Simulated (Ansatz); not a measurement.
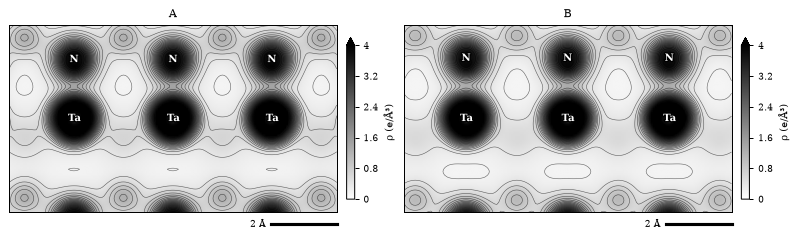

TaN. The valence electron density of two cells that differ in size, on the (100) plane of each (indices in the axes of the calculation cell), at one length scale and on one colour scale: B has 10.3 Å³ an atom and A 9.6.

Level of theory: DFT, PBE, plane-wave PAW, default files, scalar-relativistic in Ansatz 0.2.0.

Question: What does the compression do to the bonding and the properties?

Answer: From the larger cell to the smaller, Ta–Ta goes from 3.09 to 3.01 Å, and the density at its midpoint from 0.38 to 0.42 e/Å³; Ta–N goes from 1.83 to 1.79 Å, and the density at its midpoint from 1.4 to 1.5 e/Å³; the pressure goes from 111 to 169 GPa.
